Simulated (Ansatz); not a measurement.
**What a change does: geometry relaxation on Pt**

System: Pt (1 atom in the cell).
Method of the first run: Kohn-Sham DFT of a periodic cell, RPBE, Ansatz PAW, no spin polarisation (Ansatz 0.2.0).

The structure derives from an entry of the Crystallography Open Database. Text and figures count atoms from 1; the logs count them from 0 in places.

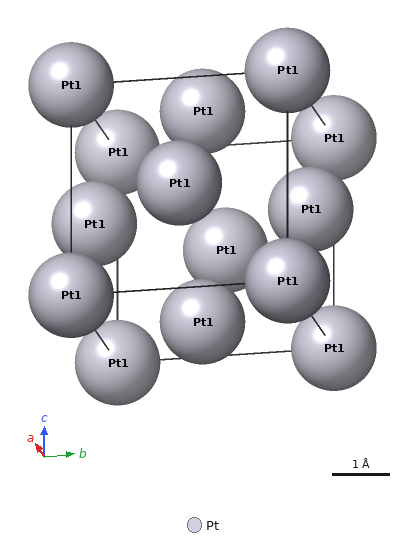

Fig. 1: The input geometry (spheres-only view of the cell 4 times as large as that of the calculation, set on its symmetry axes, seen at an oblique angle; atoms are numbered from 1 in the order of the input).

## Input file, the first run
```yaml
crystal:
  lattice:
    - [0.0, 1.9609, 1.9609]
    - [1.9609, 0.0, 1.9609]
    - [1.9609, 1.9609, 0.0]
  atoms:
    - { symbol: Pt, position: [0.0, 0.0, 0.0] }
hamiltonian:
  xc: rpbe
  pseudopotentials: { kind: paw }
kpoints:
  mp_grid: { grid: [12, 12, 12] }
scf:
  occupations: { method: fermi_dirac, width: 0.05 }
output:
  forces: true
  stress: true
  eigenvalues: true
relax:
  f_tol: 0.01
  max_steps: 40
  cell: { stress_tol: 0.05 }
```

Command:
```bash
ansatz run input.yaml --threads 2 --pin off --max-ram 5632MiB --backend cpu --events-out ev --progress --plain --runs-dir out
```

Hardware: 2 threads of AMD EPYC (Zen 3), 192 GiB of memory available, shared host.

## Output, shortened to warnings, some set-up lines, iterations and results (the first run)
```
Basis set: ecut = 420 eV, 283 PW (Γ), exchange–correlation on 40×40×40 points (8 copies of the dense FFT grid, shifted against one another)
Symmetry: 48 space group operations
k-points: 72 of 1728
Initial density: superposition of atomic densities (neutral atoms: chi_scale 0, normalization atom), corrected by the library's trained network
[...]
SCF iter   1: F=—  HF=-12536.761594 eV  |F-HF|=—  |Δ(HF+E_count)|=         —  Δρ=4.62e-3  dr2=1.69e-3  ethr=1.77e-3  ⟨swp⟩=5.1  Hψ=5137  notcnv=0
SCF iter   2: F=—  HF=-12536.761785 eV  |F-HF|=—  |Δ(HF+E_count)|=   1.91e-4  Δρ=2.23e-3  dr2=2.83e-4  ethr=9.39e-6  ⟨swp⟩=1.7  Hψ=1681  notcnv=0
SCF iter   3: F=—  HF=-12536.761937 eV  |F-HF|=—  |Δ(HF+E_count)|=   1.52e-4  Δρ=3.81e-4  dr2=4.90e-6  ethr=1.57e-6  ⟨swp⟩=2.0  Hψ=1268  notcnv=0
SCF iter   4: F=—  HF=-12536.761945 eV  |F-HF|=—  |Δ(HF+E_count)|=   8.08e-6  Δρ=3.22e-5  dr2=1.25e-7  ethr=2.72e-8  ⟨swp⟩=2.1  Hψ=1322  notcnv=0
SCF iter   5: F=-12536.761945 eV  HF=-12536.761945 eV  |F-HF|=1.14e-9  |Δ(HF+E_count)|=   2.02e-8  Δρ=6.36e-6  dr2=3.66e-9  ethr=6.93e-10  ⟨swp⟩=2.8  Hψ=1555  notcnv=0
[... 39 lines ...]
SCF iter   2: F=—  HF=-12536.798075 eV  |F-HF|=—  |Δ(HF+E_count)|=   5.83e-7  Δρ=3.83e-6  dr2=9.39e-10  ethr=2.63e-11  ⟨swp⟩=2.3  Hψ=1575  notcnv=0
SCF iter   3: F=—  HF=-12536.798075 eV  |F-HF|=—  |Δ(HF+E_count)|=  2.06e-10  Δρ=1.53e-6  dr2=1.69e-10  ethr=5.22e-12  ⟨swp⟩=2.6  Hψ=1304  notcnv=0
SCF iter   4: F=-12536.798075 eV  HF=-12536.798075 eV  |F-HF|=0.00e0  |Δ(HF+E_count)|=  5.46e-12  Δρ=1.52e-7  dr2=9.03e-13  ethr=1.00e-12  ⟨swp⟩=3.1  Hψ=4199  notcnv=0
SCF 7 converged in 4 iterations: F = -12536.798075 eV  dr2 = 9.03e-13
relax step   7: F+E_penalty+E_count = -12536.79807501 eV  Δ(F+E_penalty+E_count) = -7.913e-10 eV  max|allowed force component| = 0.000e0 eV/Å  Δτ_max = 0.0000 Å  P = +0.001 …
basis re-selected at this cell: Δ(F+E_penalty+E_count) = -7.913e-10 eV, ΔP = -0.000 GPa vs the last step (what re-selecting the basis moved, of the pressure what is left beyond the Pulay correction that the steps carried, after the strain that the cell walked since its last selection, with what the …
SCF converged after 4 iterations
Free energy (F): -12536.798075 eV
Harris-Foulkes:  -12536.798075 eV  (|F-HF|=0.00e0)
Internal energy: -12536.781865 eV  (E = F + TS)
E sigma→0 (E₀):  -12536.789970 eV
Entropy (-TS):   -0.016210 eV (-16.210 meV/atom)
Fermi energy:    21.863381 eV
--- Per-component energies (eV) ---
  E_band       = -151.458420
  E_kinetic    = 636.612351
  E_local      = -1533.067079  (includes V_loc(G=0)·N_el)
  E_nonlocal   = 199.224684
  E_hartree    = 567.687208
  E_xc         = -261.623781
  E_vxc        = -302.201892  (∫ρ·V_xc dr)
  E_paw        = -9467.492082  (= ΣΔE_a)
  E_vpaw       = -287.401088  (= ΣTr[D̂ρ^β])
  E_aug_tail   = 0.000207  (compensation charges beyond the density's cutoff)
  E_ewald      = -2678.086051
  E_core_change = -0.037321  (= ΣΔE_core)
  E_smearing   = -0.016210  (= −TS)
  E_closure    = 0.000000  (closes the sum)
  Σ components = -12536.798075   (vs F -12536.798075, Δ=0.00e0)
--- Forces (eV/Å), atoms counted from 1 ---
  atom   1  Pt    -0.00000000     0.00000000    -0.00000000
  max |Σ_I F_I| component: 4.31e-32 eV/Å
--- Stress (GPa, compression-positive) ---
        0.001432      -0.000000      -0.000000
       -0.000000       0.001432      -0.000000
       -0.000000      -0.000000       0.001432
  P = ⅓ Tr σ = 0.0014 GPa (0.014 kbar)
--- Relaxed structure (5 steps of the walk, 4 accepted, 2 SCFs on fresh bases) ---
  F+E_penalty+E_count = -12536.79807501 eV   max|allowed force component| = 0.000e0 eV/Å   (the final SCF, on the basis selected at the relaxed cell)
  cell:  # Å, volume = 15.9238 Å³
    - [-2.931829345226337e-34, 1.9968183848734908, 1.9968183848734908]
    - [1.9968183848734908, -6.498589675031205e-34, 1.9968183848734908]
    - [1.9968183848734908, 1.9968183848734908, -3.5667604230269127e-34]
  atoms:
    - { symbol: Pt, position: [0.0, 0.0, 0.0] }
```

The input of the second run differs as follows (lines with − go, lines with + come):
```diff
-  xc: rpbe
+  xc:
+    exchange: hjs_pbesol
+    correlation: pbesol
+    exx: { coeff: 0.25, omega: 0.207 }
-  mp_grid: { grid: [12, 12, 12] }
+  mp_grid: { grid: [6, 6, 6] }
-  eigenvalues: true
```

What does this change do to the results?

The total energies belong to different methods, so their difference says nothing on which is more stable or more accurate. The volume per atom goes from 15.92 to 14.63 Å³. The irreducible k-points go from 72 to 16. On the same kind of shared host the second run took about 7.4 times as long.

## Output, shortened to warnings, some set-up lines, iterations and results (the second run)
```
Basis set: ecut = 420 eV, 283 PW (Γ), exchange–correlation on 40×40×40 points (8 copies of the dense FFT grid, shifted against one another)
Symmetry: 48 space group operations
k-points: 16 of 216
Initial density: superposition of atomic densities (neutral atoms: chi_scale 0, normalization atom), corrected by the library's trained network
[...]
SCF iter   1: F=—  HF=-12383.951006 eV  |F-HF|=—  |Δ(HF+E_count)|=         —  Δρ=1.38e-2  dr2=2.66e-2  ethr=1.77e-3  ⟨swp⟩=6.8  Hψ=864  notcnv=0
SCF iter   2: F=—  HF=-12383.943309 eV  |F-HF|=—  |Δ(HF+E_count)|=   7.70e-3  Δρ=5.62e-3  dr2=4.49e-3  ethr=1.48e-4  ⟨swp⟩=2.6  Hψ=425  notcnv=0  defer=2
SCF iter   3: F=—  HF=-12383.941946 eV  |F-HF|=—  |Δ(HF+E_count)|=   1.36e-3  Δρ=8.02e-4  dr2=4.97e-5  ethr=2.71e-7  ⟨swp⟩=2.5  Hψ=861  notcnv=0
SCF iter   4: F=—  HF=-12383.941978 eV  |F-HF|=—  |Δ(HF+E_count)|=   3.20e-5  Δρ=8.92e-5  dr2=3.51e-7  ethr=2.71e-7  ⟨swp⟩=3.0  Hψ=400  notcnv=0
SCF iter   5: F=—  HF=-12383.941979 eV  |F-HF|=—  |Δ(HF+E_count)|=   5.45e-7  Δρ=1.05e-5  dr2=4.81e-9  ethr=1.95e-9  ⟨swp⟩=3.0  Hψ=484  notcnv=0
[... 91 lines ...]
SCF 17 converged in 6 iterations: F = -12421.846608 eV  dr2 = 8.25e-13
SCF iter   1: F=—  HF=-12421.846608 eV  |F-HF|=—  |Δ(HF+E_count)|=         —  Δρ=3.53e-7  dr2=7.53e-12  ethr=3.16e-12  ⟨swp⟩=10.1  Hψ=836  notcnv=0
SCF iter   2: F=-12421.846608 eV  HF=-12421.846608 eV  |F-HF|=0.00e0  |Δ(HF+E_count)|=  1.82e-12  Δρ=1.59e-7  dr2=7.66e-13  ethr=1.00e-12  ⟨swp⟩=2.2  Hψ=362  notcnv=0
SCF 18 converged in 2 iterations: F = -12421.846608 eV  dr2 = 7.66e-13
relax step   6: F+E_penalty+E_count = -12421.84660820 eV  Δ(F+E_penalty+E_count) = +1.922e-4 eV  max|allowed force component| = 0.000e0 eV/Å  Δτ_max = 0.0000 Å  P = +0.003 …
basis re-selected at this cell: Δ(F+E_penalty+E_count) = +1.922e-4 eV, ΔP = +0.005 GPa vs the last step (what re-selecting the basis moved, of the pressure what is left beyond the Pulay correction that the steps carried, after the strain that the cell walked since its last selection, with what the …
hybrid SCF converged: 2 outer / 8 inner (+0 warm-up), last move |dexx| = 2.25e-12 eV, tail = 1.69e-12 eV
Stability not checked: this state was not tested for a lower state beside it, because the functional holds exact exchange (a hybrid, or Hartree-Fock), whose exchange loop this test does not read (fock_operator; see scf.lower_state_search)
Free energy (F): -12421.846608 eV
Frozen-core exchange: fock
Harris-Foulkes:  -12421.846608 eV  (|F-HF|=0.00e0)
Internal energy: -12421.837074 eV  (E = F + TS)
E sigma→0 (E₀):  -12421.841841 eV
Entropy (-TS):   -0.009534 eV (-9.534 meV/atom)
Fermi energy:    23.634519 eV
--- Per-component energies (eV) ---
  E_band       = -158.480697
  E_kinetic    = 639.039531
  E_local      = -1422.700107  (includes V_loc(G=0)·N_el)
  E_nonlocal   = 204.251125
  E_hartree    = 528.892677
  E_xc         = -207.879375
  E_vxc        = -239.593644  (∫ρ·V_xc dr)
  E_exx        = -63.754213  (= α·E_x^exact, valence–valence)
  E_paw        = -9342.978200  (= ΣΔE_a)
  E_vpaw       = -269.754716  (= ΣTr[D̂ρ^β])
  E_aug_tail   = 0.000178  (compensation charges beyond the density's cutoff)
  E_ewald      = -2754.884049
  E_core_change = -1.824642  (= ΣΔE_core)
  E_smearing   = -0.009534  (= −TS)
  E_closure    = -0.000000  (closes the sum)
  Σ components = -12421.846608   (vs F -12421.846608, Δ=0.00e0)
--- Forces (eV/Å), atoms counted from 1 ---
  atom   1  Pt     0.00000000     0.00000000     0.00000000
  max |Σ_I F_I| component: 3.29e-32 eV/Å
--- Stress (GPa, compression-positive) ---
        0.003350      -0.000000      -0.000000
       -0.000000       0.003350      -0.000000
       -0.000000      -0.000000       0.003350
  P = ⅓ Tr σ = 0.0033 GPa (0.033 kbar)
  guard bands above this table: 2 of the run's 13 bands. The solve was not asked for them (output.publish_guard_bands: true or output.eigenvalues: true publishes all)
--- Relaxed structure (5 steps of the walk, 4 accepted, 1 SCFs on fresh bases) ---
[...]
```

## The two runs side by side

```csv
quantity,the first run,the second run
outcome,converged,converged
free energy per atom (eV),−12536.7981,−12421.8466
"energy per atom, smearing taken to zero (eV)",−12536.7900,−12421.8418
gap on the mesh (eV),0.00,0.00
pressure (GPa),0.00,0.00
volume per atom (Å³),15.92,14.63
largest force (eV/Å),0.000,0.000
SCF iterations,35,–
irreducible k-points,72,16
wall time (shared host),6.3 s,47 s
```

For both runs: Spin–orbit coupling is left out, which matters for Pt. For the first run: Points of doubt noted for this run: forces on files of another functional.
